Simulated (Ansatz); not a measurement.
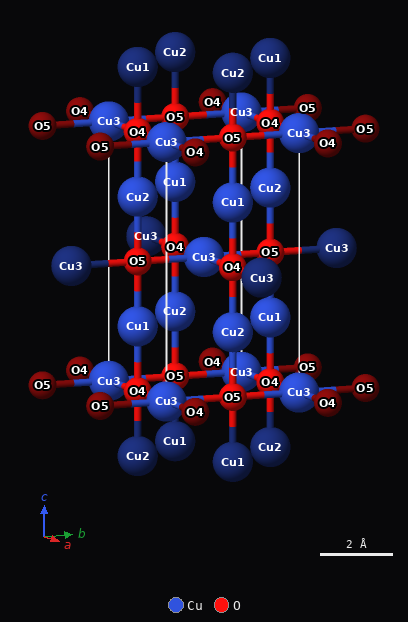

Fig. 1: The structure as given in the input (ball-and-stick view of the cell 2 times as large as that of the calculation, set on its symmetry axes, seen slightly off an axis; neighbours outside the cell are drawn fainter; atoms are numbered from 1 in the order of the input).

Run report: Cu3O2, geometry relaxation

Cu3O2 (5 atoms in the cell), computed with DFT, PBE, dispersion d3bj, paw_fr, spin-orbit coupling (Ansatz 0.2.0).

The structure derives from a Materials Project entry. The run did not end well. Figures and captions count atoms from 1; the log counts them from 0 in places.

The input:
```yaml
crystal:
  lattice:
    - [-2.022982, 2.022982, 3.673617]
    - [2.022982, -2.022982, 3.673617]
    - [2.022982, 2.022982, -3.673617]
  atoms:
    - { symbol: Cu, position: [0.25, 0.75, 0.5] }
    - { symbol: Cu, position: [0.75, 0.25, 0.5] }
    - { symbol: Cu, position: [0.0, 0.0, 0.0] }
    - { symbol: O, position: [0.0, 0.5, 0.5] }
    - { symbol: O, position: [0.5, 0.0, 0.5] }
basis:
  ecutwfc: 420
kpoints:
  mp_grid: { grid: [14, 14, 14] }
hamiltonian:
  xc: pbe
  dispersion: d3bj
  pseudopotentials: { kind: paw_fr }
scf:
  occupations: { method: gaussian, width: 0.1 }
output:
  forces: true
  eigenvalues: true
  stress: true
relax:
  adjacent_minimum: "off"
  f_tol: 0.01
  max_steps: 80
  cell: { stress_tol: 0.05 }
magnetization:
  noncollinear: true
  spin_orbit: true
```

Hardware: 1 thread of Intel Xeon (Granite Rapids), 192 GiB of memory available, shared host.

Run as:
```bash
ansatz run input.yaml --threads 1 --pin off --max-ram 2560MiB --backend cpu --events-out ev --progress --plain --runs-dir out
```

Log:
```
Engine: ansatz 0.2.0, x86_64-unknown-linux-gnu
Pseudopotentials: kind: paw_fr
Pseudopotential: Cu, paw_fr, valence charge 19, recommended cutoff 420 eV (normal), Cu.paw.azcp#standard-fr
Pseudopotential: O, paw_fr, valence charge 6, recommended cutoff 420 eV (normal), O.paw.azcp#standard-fr
Functional definition: PBE
  parameter kappa = 0.804
  parameter beta = 0.06672455060314922
  exchange = pbe_x(kappa = kappa, mu = beta*pi^2/3)
  correlation = pbe_c(beta = beta)
non-collinear run that drives no moment, with spin-orbit: no starting moment large enough to seed its density (crystal.atoms[].spin), no starting occupations that ask for one, no magnetisation constraint and no magnetic field, so the semilocal B_xc is pinned to zero
Crystal: 5 atoms, lattice volume = 60.136 Å³
Basis set: ecut = 420 eV, 1209 PW (Γ), exchange–correlation on 64×64×64 points (8 copies of the dense FFT grid, shifted against one another)
Bands: 84, of which v1, the nominal top of the filled ones, is band 69 counted from 1 (68 counted from 0)
Symmetry: 16 space group operations + 16 with time reversal
Magnetic group: BNS 139.532 (UNI 1192), of the structure as read, at distance tolerance 3.9e-5 Å
k-points: 244 of 2744
Projection manifold: j_resolved (fully-relativistic pseudo-atomic orbitals)
Non-local potential: Cu, projectors of the file, l = 0: 3, l = 1: 4, l = 2: 6, l = 3: 2
Non-local potential: O, projectors of the file, l = 0: 2, l = 1: 4, l = 2: 2
PAW form: soft (Blöchl's): semilocal exchange-correlation on the pseudo side does not see the compensation charge
PAW one-centre angular grid: Cu, 590 points (default); XC on 64 Gauss nodes
PAW one-centre angular grid: O, 110 points (default); XC on 64 Gauss nodes
Initial density: superposition of atomic densities (chi_scale 0.1, normalization cell, long waves kept (reshape's long-wave potential 0.03 eV rms))
Initial wavefunctions: pseudopotential atomic-orbital guess
Functional: x = pbe(κ = 0.804, μ = 0.2195149727645171), c = pbe(β = 0.06672455060314922)
SCF iter   1: F=—  HF=-21009.538808 eV  |F-HF|=—  |Δ(HF+E_count)|=         —  Δρ=7.44e-2  dr2=1.73e0  dr2_m=0.00e0 (ungated)  ethr=3.10e-3  |M|=0.00e0 ∫|m|=0.00e0 μB  |m|>n=0.0e0 m-floor=0.0e0 τ_xc=0.0e0  β_m=0.30  ⟨swp⟩=6.7  Hψ=49550  notcnv=0  defer=490
preconditioner: auto → Kerker (q_TF=auto, 2.792 Å⁻¹)  [metal: Δε(μ)=0.007 eV  Ē_g=10.759 eV  σ=0.100 eV  W_gap=0.04  n_scr=22 (ndim 8)  ℏωp=32.1 eV  f_vac=0.074  D(μ)=1.39/eV (n_scr^D=10)]
spin=Noncollinear: Kerker preconditioning applied to the charge; magnetization (m_x, m_y, m_z) channels mix plain (no charge-response kernel on spin).
SCF iter   2: F=—  HF=-21009.501099 eV  |F-HF|=—  |Δ(HF+E_count)|=   3.77e-2  Δρ=4.76e-2  dr2=5.37e-1  dr2_m=0.00e0 (ungated)  ethr=2.51e-3  |M|=0.00e0 ∫|m|=0.00e0 μB  |m|>n=0.0e0 m-floor=0.0e0 τ_xc=0.0e0  β_m=0.43  ⟨swp⟩=2.0  Hψ=12769  notcnv=0  defer=2086
SCF iter   3: F=—  HF=-21009.585958 eV  |F-HF|=—  |Δ(HF+E_count)|=   8.49e-2  Δρ=3.90e-2  dr2=6.47e-1  dr2_m=0.00e0 (ungated)  ethr=7.78e-4  |M|=0.00e0 ∫|m|=0.00e0 μB  |m|>n=0.0e0 m-floor=0.0e0 τ_xc=0.0e0  β_m=0.49  ⟨swp⟩=2.0  Hψ=14661  notcnv=0  defer=2086
SCF iter   4: F=—  HF=-21009.557816 eV  |F-HF|=—  |Δ(HF+E_count)|=   2.81e-2  Δρ=1.32e-2  dr2=6.91e-2  dr2_m=0.00e0 (ungated)  ethr=7.78e-4  |M|=0.00e0 ∫|m|=0.00e0 μB  |m|>n=0.0e0 m-floor=0.0e0 τ_xc=0.0e0  β_m=0.56  ⟨swp⟩=2.0  Hψ=13120  notcnv=0  defer=2096
SCF iter   5: F=—  HF=-21009.546794 eV  |F-HF|=—  |Δ(HF+E_count)|=   1.10e-2  Δρ=8.24e-3  dr2=2.04e-2  dr2_m=0.00e0 (ungated)  ethr=1.00e-4  |M|=0.00e0 ∫|m|=0.00e0 μB  |m|>n=0.0e0 m-floor=0.0e0 τ_xc=0.0e0  β_m=0.55  ⟨swp⟩=2.0  Hψ=13607  notcnv=0  defer=2096
SCF iter   6: F=—  HF=-21009.547102 eV  |F-HF|=—  |Δ(HF+E_count)|=   3.08e-4  Δρ=3.81e-3  dr2=7.05e-3  dr2_m=0.00e0 (ungated)  ethr=2.96e-5  |M|=0.00e0 ∫|m|=0.00e0 μB  |m|>n=0.0e0 m-floor=0.0e0 τ_xc=0.0e0  β_m=0.63  ⟨swp⟩=2.0  Hψ=14492  notcnv=0  defer=2096
SCF iter   7: F=—  HF=-21009.548131 eV  |F-HF|=—  |Δ(HF+E_count)|=   1.03e-3  Δρ=1.63e-3  dr2=1.47e-3  dr2_m=0.00e0 (ungated)  ethr=1.02e-5  |M|=0.00e0 ∫|m|=0.00e0 μB  |m|>n=0.0e0 m-floor=0.0e0 τ_xc=0.0e0  β_m=0.81  ⟨swp⟩=2.0  Hψ=13141  notcnv=0  defer=2096
SCF iter   8: F=—  HF=-21009.548096 eV  |F-HF|=—  |Δ(HF+E_count)|=   3.44e-5  Δρ=8.05e-4  dr2=4.71e-4  dr2_m=0.00e0 (ungated)  ethr=2.14e-6  |M|=0.00e0 ∫|m|=0.00e0 μB  |m|>n=0.0e0 m-floor=0.0e0 τ_xc=0.0e0  β_m=0.91  ⟨swp⟩=2.6  Hψ=15029  notcnv=0  defer=2096
SCF iter   9: F=—  HF=-21009.548088 eV  |F-HF|=—  |Δ(HF+E_count)|=   7.94e-6  Δρ=2.66e-4  dr2=4.45e-5  dr2_m=0.00e0 (ungated)  ethr=6.83e-7  |M|=0.00e0 ∫|m|=0.00e0 μB  |m|>n=0.0e0 m-floor=0.0e0 τ_xc=0.0e0  β_m=0.94  ⟨swp⟩=1.4  Hψ=9930  notcnv=0  defer=2096
SCF iter  10: F=—  HF=-21009.547994 eV  |F-HF|=—  |Δ(HF+E_count)|=   9.42e-5  Δρ=3.05e-4  dr2=4.63e-5  dr2_m=0.00e0 (ungated)  ethr=6.46e-8  |M|=0.00e0 ∫|m|=0.00e0 μB  |m|>n=0.0e0 m-floor=0.0e0 τ_xc=0.0e0  β_m=0.94  ⟨swp⟩=2.0  Hψ=15880  notcnv=0  defer=2096
SCF iter  11: F=—  HF=-21009.547991 eV  |F-HF|=—  |Δ(HF+E_count)|=   3.53e-6  Δρ=4.54e-5  dr2=1.98e-6  dr2_m=0.00e0 (ungated)  ethr=6.46e-8  |M|=0.00e0 ∫|m|=0.00e0 μB  |m|>n=0.0e0 m-floor=0.0e0 τ_xc=0.0e0  β_m=0.97  ⟨swp⟩=1.3  Hψ=9402  notcnv=0  defer=2096
SCF iter  12: F=—  HF=-21009.547991 eV  |F-HF|=—  |Δ(HF+E_count)|=   4.64e-7  Δρ=3.83e-5  dr2=6.42e-7  dr2_m=0.00e0 (ungated)  ethr=2.87e-9  |M|=0.00e0 ∫|m|=0.00e0 μB  |m|>n=0.0e0 m-floor=0.0e0 τ_xc=0.0e0  β_m=0.99  ⟨swp⟩=2.0  Hψ=14646  notcnv=0  defer=2096
SCF iter  13: F=—  HF=-21009.547991 eV  |F-HF|=—  |Δ(HF+E_count)|=   1.28e-7  Δρ=2.54e-5  dr2=3.27e-7  dr2_m=0.00e0 (ungated)  ethr=9.30e-10  |M|=0.00e0 ∫|m|=0.00e0 μB  |m|>n=0.0e0 m-floor=0.0e0 τ_xc=0.0e0  β_m=0.81  ⟨swp⟩=2.0  Hψ=14311  notcnv=0  defer=2096
SCF iter  14: F=—  HF=-21009.547991 eV  |F-HF|=—  |Δ(HF+E_count)|=   3.46e-8  Δρ=1.68e-5  dr2=1.24e-7  dr2_m=0.00e0 (ungated)  ethr=4.73e-10  |M|=0.00e0 ∫|m|=0.00e0 μB  |m|>n=0.0e0 m-floor=0.0e0 τ_xc=0.0e0  β_m=0.73  ⟨swp⟩=2.0  Hψ=14021  notcnv=0  defer=2096
SCF iter  15: F=-21009.547991 eV  HF=-21009.547991 eV  |F-HF|=4.00e-10  |Δ(HF+E_count)|=   6.37e-9  Δρ=5.20e-6  dr2=1.20e-8  dr2_m=0.00e0 (ungated)  ethr=1.45e-10  |M|=0.00e0 ∫|m|=0.00e0 μB  |m|>n=0.0e0 m-floor=0.0e0 τ_xc=0.0e0  ⟨swp⟩=9.0  Hψ=39424  notcnv=0
SCF 1 converged in 15 iterations: F = -21009.547991 eV  dr2 = 1.20e-8
  greatest PAW one-centre occupation: 1.000 electrons in one spin orbital (limit 2), on the Cu atom at site 2 (counted from 0), in its partial waves of l = 0
relax step   1: F+E_penalty+E_count = -21009.54799126 eV  Δ(F+E_penalty+E_count) = +0.000e0 eV  max|allowed force component| = 6.592e-18 eV/Å  Δτ_max = 0.0000 Å  P = -3.403 GPa  Ω = 60.136 Å³  (15 SCF iters, dr2 threshold 1.00e-7 eV, accepted)
Crystal: 5 atoms, lattice volume = 59.304 Å³
Basis set: ecut = 420 eV, 1161 PW (Γ), exchange–correlation on 64×64×64 points (8 copies of the dense FFT grid, shifted against one another)
Projection manifold: j_resolved (fully-relativistic pseudo-atomic orbitals)
Initial density: handed on by an earlier stage of this run
Initial wavefunctions: those handed on with the density
iter 1 solved again at ethr=8.33e-6 eV; its pass at ethr=3.10e-3 eV (dr2=5.75e-3 eV) is discarded
SCF iter   1: F=—  HF=-21009.565013 eV  |F-HF|=—  |Δ(HF+E_count)|=         —  Δρ=3.71e-3  dr2=5.69e-3  dr2_m=0.00e0 (ungated)  ethr=8.33e-6  |M|=0.00e0 ∫|m|=0.00e0 μB  |m|>n=0.0e0 m-floor=0.0e0 τ_xc=0.0e0  β_m=0.30  ⟨swp⟩=1.3  Hψ=40419  notcnv=0
preconditioner: auto → Kerker (q_TF=auto, 2.798 Å⁻¹)  [metal: Δε(μ)=0.007 eV  Ē_g=10.960 eV  σ=0.100 eV  W_gap=0.04  n_scr=22 (ndim 8)  ℏωp=32.3 eV  f_vac=0.084  D(μ)=2.14/eV (n_scr^D=14)]
spin=Noncollinear: Kerker preconditioning applied to the charge; magnetization (m_x, m_y, m_z) channels mix plain (no charge-response kernel on spin).
SCF iter   2: F=—  HF=-21009.564302 eV  |F-HF|=—  |Δ(HF+E_count)|=   7.11e-4  Δρ=1.04e-3  dr2=3.95e-4  dr2_m=0.00e0 (ungated)  ethr=8.25e-6  |M|=0.00e0 ∫|m|=0.00e0 μB  |m|>n=0.0e0 m-floor=0.0e0 τ_xc=0.0e0  β_m=0.29  ⟨swp⟩=2.0  Hψ=13292  notcnv=0
SCF iter   3: F=—  HF=-21009.564087 eV  |F-HF|=—  |Δ(HF+E_count)|=   2.15e-4  Δρ=8.55e-4  dr2=4.76e-4  dr2_m=0.00e0 (ungated)  ethr=5.73e-7  |M|=0.00e0 ∫|m|=0.00e0 μB  |m|>n=0.0e0 m-floor=0.0e0 τ_xc=0.0e0  β_m=0.32  ⟨swp⟩=2.0  Hψ=17155  notcnv=0
SCF iter   4: F=—  HF=-21009.564013 eV  |F-HF|=—  |Δ(HF+E_count)|=   7.36e-5  Δρ=4.22e-4  dr2=1.12e-4  dr2_m=0.00e0 (ungated)  ethr=5.73e-7  |M|=0.00e0 ∫|m|=0.00e0 μB  |m|>n=0.0e0 m-floor=0.0e0 τ_xc=0.0e0  β_m=0.35  ⟨swp⟩=1.0  Hψ=10249  notcnv=0
SCF iter   5: F=—  HF=-21009.563990 eV  |F-HF|=—  |Δ(HF+E_count)|=   2.38e-5  Δρ=2.25e-4  dr2=3.26e-5  dr2_m=0.00e0 (ungated)  ethr=1.62e-7  |M|=0.00e0 ∫|m|=0.00e0 μB  |m|>n=0.0e0 m-floor=0.0e0 τ_xc=0.0e0  β_m=0.68  ⟨swp⟩=2.0  Hψ=13692  notcnv=0
SCF iter   6: F=—  HF=-21009.564001 eV  |F-HF|=—  |Δ(HF+E_count)|=   1.09e-5  Δρ=1.39e-4  dr2=1.33e-5  dr2_m=0.00e0 (ungated)  ethr=4.72e-8  |M|=0.00e0 ∫|m|=0.00e0 μB  |m|>n=0.0e0 m-floor=0.0e0 τ_xc=0.0e0  β_m=0.70  ⟨swp⟩=2.0  Hψ=14450  notcnv=0
SCF iter   7: F=—  HF=-21009.563999 eV  |F-HF|=—  |Δ(HF+E_count)|=   1.69e-6  Δρ=5.21e-5  dr2=1.85e-6  dr2_m=0.00e0 (ungated)  ethr=1.92e-8  |M|=0.00e0 ∫|m|=0.00e0 μB  |m|>n=0.0e0 m-floor=0.0e0 τ_xc=0.0e0  β_m=0.85  ⟨swp⟩=2.1  Hψ=14065  notcnv=0
SCF iter   8: F=-21009.563999 eV  HF=-21009.563999 eV  |F-HF|=6.26e-10  |Δ(HF+E_count)|=   5.59e-7  Δρ=1.56e-5  dr2=2.04e-7  dr2_m=0.00e0 (ungated)  ethr=7.25e-10  |M|=0.00e0 ∫|m|=0.00e0 μB  |m|>n=0.0e0 m-floor=0.0e0 τ_xc=0.0e0  ⟨swp⟩=5.0  Hψ=38420  notcnv=0
SCF 2 converged in 8 iterations: F = -21009.563999 eV  dr2 = 2.04e-7
relax step   2: F+E_penalty+E_count = -21009.56399945 eV  Δ(F+E_penalty+E_count) = -1.601e-2 eV  max|allowed force component| = 6.939e-19 eV/Å  Δτ_max = 0.0000 Å  P = -1.830 GPa  Ω = 59.304 Å³  energy of the carried Pulay correction = +2.603e-3 eV  (8 SCF iters, dr2 threshold 5.00e-7 eV, accepted)
Crystal: 5 atoms, lattice volume = 58.236 Å³
Basis set: ecut = 420 eV, 1129 PW (Γ), exchange–correlation on 64×64×64 points (8 copies of the dense FFT grid, shifted against one another)
Projection manifold: j_resolved (fully-relativistic pseudo-atomic orbitals)
iter 1 solved again at ethr=1.80e-5 eV; its pass at ethr=3.10e-3 eV (dr2=1.24e-2 eV) is discarded
SCF iter   1: F=—  HF=-21009.575242 eV  |F-HF|=—  |Δ(HF+E_count)|=         —  Δρ=5.41e-3  dr2=1.24e-2  dr2_m=0.00e0 (ungated)  ethr=1.80e-5  |M|=0.00e0 ∫|m|=0.00e0 μB  |m|>n=0.0e0 m-floor=0.0e0 τ_xc=0.0e0  β_m=0.30  ⟨swp⟩=1.2  Hψ=39640  notcnv=0
preconditioner: auto → Kerker (q_TF=auto, 2.807 Å⁻¹)  [metal: Δε(μ)=0.005 eV  Ē_g=11.078 eV  σ=0.100 eV  W_gap=0.03  n_scr=14 (ndim 8)  ℏωp=32.6 eV  f_vac=0.082  D(μ)=2.06/eV (n_scr^D=14)]
spin=Noncollinear: Kerker preconditioning applied to the charge; magnetization (m_x, m_y, m_z) channels mix plain (no charge-response kernel on spin).
SCF iter   2: F=—  HF=-21009.573923 eV  |F-HF|=—  |Δ(HF+E_count)|=   1.32e-3  Δρ=1.80e-3  dr2=1.06e-3  dr2_m=0.00e0 (ungated)  ethr=1.80e-5  |M|=0.00e0 ∫|m|=0.00e0 μB  |m|>n=0.0e0 m-floor=0.0e0 τ_xc=0.0e0  β_m=0.28  ⟨swp⟩=2.0  Hψ=13539  notcnv=0
SCF iter   3: F=—  HF=-21009.573628 eV  |F-HF|=—  |Δ(HF+E_count)|=   2.95e-4  Δρ=1.24e-3  dr2=1.03e-3  dr2_m=0.00e0 (ungated)  ethr=1.54e-6  |M|=0.00e0 ∫|m|=0.00e0 μB  |m|>n=0.0e0 m-floor=0.0e0 τ_xc=0.0e0  β_m=0.31  ⟨swp⟩=2.0  Hψ=17157  notcnv=0
SCF iter   4: F=—  HF=-21009.573499 eV  |F-HF|=—  |Δ(HF+E_count)|=   1.29e-4  Δρ=8.47e-4  dr2=4.45e-4  dr2_m=0.00e0 (ungated)  ethr=1.50e-6  |M|=0.00e0 ∫|m|=0.00e0 μB  |m|>n=0.0e0 m-floor=0.0e0 τ_xc=0.0e0  β_m=0.34  ⟨swp⟩=1.0  Hψ=10248  notcnv=0
SCF iter   5: F=—  HF=-21009.573319 eV  |F-HF|=—  |Δ(HF+E_count)|=   1.80e-4  Δρ=2.81e-4  dr2=6.73e-5  dr2_m=0.00e0 (ungated)  ethr=6.45e-7  |M|=0.00e0 ∫|m|=0.00e0 μB  |m|>n=0.0e0 m-floor=0.0e0 τ_xc=0.0e0  β_m=0.67  ⟨swp⟩=1.2  Hψ=10414  notcnv=0
SCF iter   6: F=—  HF=-21009.573336 eV  |F-HF|=—  |Δ(HF+E_count)|=   1.64e-5  Δρ=1.94e-4  dr2=2.54e-5  dr2_m=0.00e0 (ungated)  ethr=9.75e-8  |M|=0.00e0 ∫|m|=0.00e0 μB  |m|>n=0.0e0 m-floor=0.0e0 τ_xc=0.0e0  β_m=0.64  ⟨swp⟩=2.0  Hψ=14870  notcnv=0
```

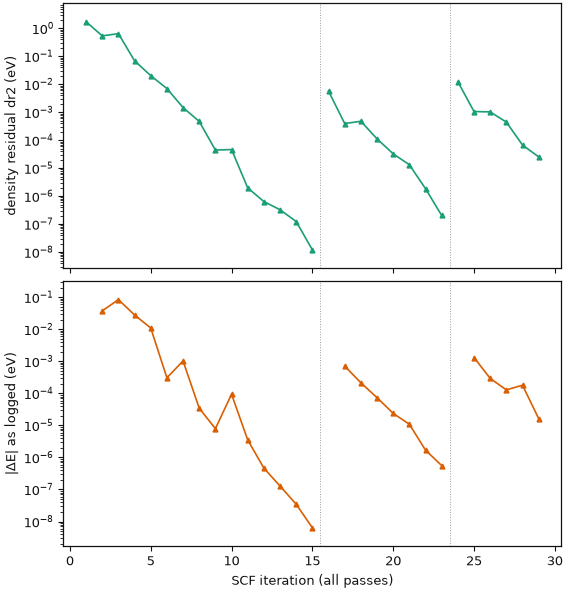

Fig. 2: Convergence of the self-consistent field: density residual dr2 and size of the energy change against the SCF iteration. Dotted lines part the SCF passes that the log prints in full.

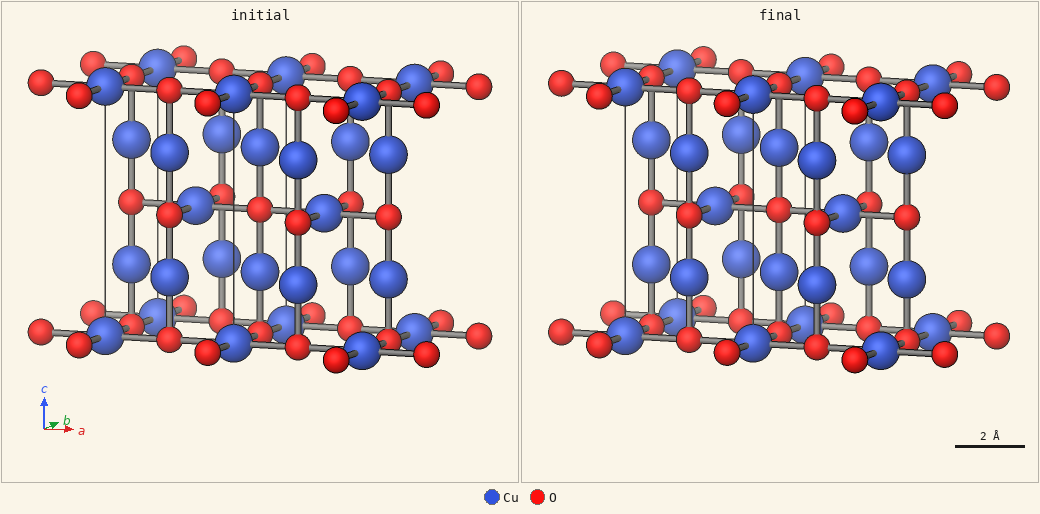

Fig. 3: Before (left) and after (right) the relaxation, at one scale (ball-and-stick view of the cell 2 times as large as that of the calculation, set on its symmetry axes, repeated 2 × 1 × 1, with bonded neighbours outside it, seen slightly off an axis). The run was cut off at its time limit before the relaxation converged, so the last structure is only a point on the way. The energy falls by 3.2 meV per atom in 1 geometry step. All forces vanish by symmetry, so only the cell relaxes. Pressure: −3.40 GPa at the start and −1.83 GPa at the end. No atom moves by more than 0.005 Å relative to the cell. The volume changes by −1.4 %, with a = b 4.046 → 4.023 Å (−0.6 %), c 7.347 → 7.330 Å (−0.2 %). Distances before and after: Cu3–O4 2.023 → 2.011 Å, Cu1–O4 1.837 → 1.833 Å. The space group stays I4/mmm (No. 139). (Atoms are counted from 1 in the order of the input.)

Trajectory as extended XYZ (Å, eV, eV/Å), 2 frames, from step=1 to step=2:
```
5
Lattice="-2.0230 2.0230 3.6736 2.0230 -2.0230 3.6736 2.0230 2.0230 -3.6736" Properties=species:S:1:pos:R:3:forces:R:3 step=1 energy=-21009.54799 pressure_GPa=-3.40
Cu    2.0230    0.0000    1.8368    0.0000   0.0000   0.0000
Cu    0.0000    2.0230    1.8368    0.0000   0.0000   0.0000
Cu    0.0000    0.0000    0.0000    0.0000   0.0000   0.0000
O     2.0230    0.0000    0.0000    0.0000   0.0000   0.0000
O     0.0000    2.0230    0.0000    0.0000   0.0000   0.0000
5
Lattice="-2.0113 2.0113 3.6650 2.0113 -2.0113 3.6650 2.0113 2.0113 -3.6650" Properties=species:S:1:pos:R:3:forces:R:3 step=2 energy=-21009.56400 pressure_GPa=-1.83
Cu    2.0113    0.0000    1.8325    0.0000   0.0000   0.0000
Cu    0.0000    2.0113    1.8325    0.0000   0.0000   0.0000
Cu    0.0000    0.0000    0.0000    0.0000   0.0000   0.0000
O     2.0113    0.0000    0.0000    0.0000   0.0000   0.0000
O     0.0000    2.0113    0.0000    0.0000   0.0000   0.0000
```

Outcome:

```tsv
quantity	value
outcome	stopped at the time limit
space group (tolerance 0.01 Å)	I4/mmm (139)
final cell	a = 4.639 Å, b = 4.639 Å, c = 4.639 Å, α = 128.62°, β = 128.62°, γ = 75.63°
wall time	6.8 min
peak memory	1.8 GiB
```

Diagnosis:

Settings chosen away from the usual ones: hamiltonian.dispersion set to d3bj; hamiltonian.pseudopotentials set to {"kind": "paw_fr"}; magnetization set to {"noncollinear": true, "spin_orbit": true}. The run was cut off by its time limit, so the output is incomplete.
